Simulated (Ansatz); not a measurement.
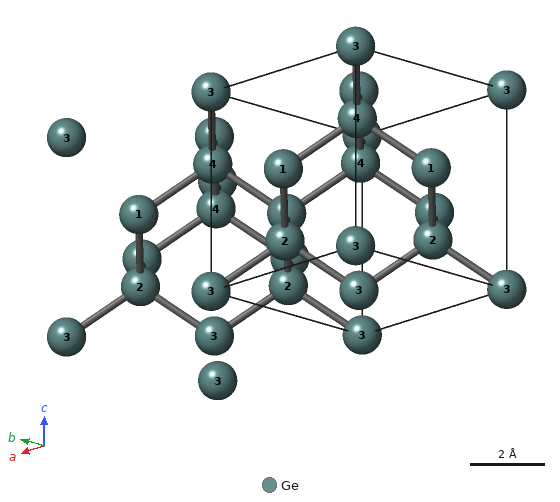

This is a crystal of Ge (set up in Fd-3m). The picture is a ball-and-stick view of the conventional cell (2 times the calculation's cell), repeated 2 × 1 × 1 with one cell outlined, seen from a free direction. Lengths and directions refer to the drawn axes.

These are results of DFT r2SCAN, scalar-relativistic, plane waves, PAW in Ansatz, not measurements. Set-up: plane-wave cutoff 500 eV; k-point mesh 10 × 10 × 6; occupations gaussian; smearing width 0.02 eV; no spin polarisation.

Now this is done to it. Shear of c along a, +6.0 %, is applied. The cell is then held and the atoms relaxed.

> Predict the response.

The drawn cell changes at constant volume: a = b unchanged at 5.675 Å, c 5.675 → 5.685 Å (+0.2 %), α 90.0° → 87.6°, β 90.0° → 87.6°. The largest moves relative to the cell, 0.021 Å, are those of Ge1, Ge2, Ge3 and Ge4. Ge4 goes roughly along [−1 −1 0]. Near-neighbour distances before and after: Ge–Ge 2.457 → 2.425 to 2.495 Å. The space group (tolerance 0.01 Å) goes from Fd-3m (No. 227) to C2/m (No. 12). The energy rises by 17.0 meV per atom. The pressure goes from 0.0 to 0.1 GPa. The principal stresses (compression positive) are 4.0 GPa along [2 2 −3], 0.2 GPa along [1 −1 0], −3.9 GPa along [2 2 3].

The changed structure in the same view:

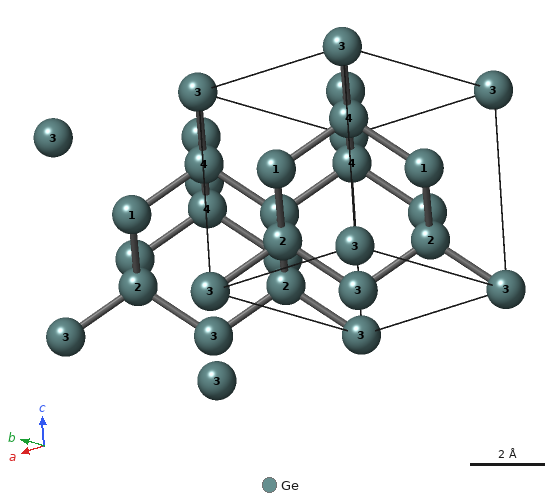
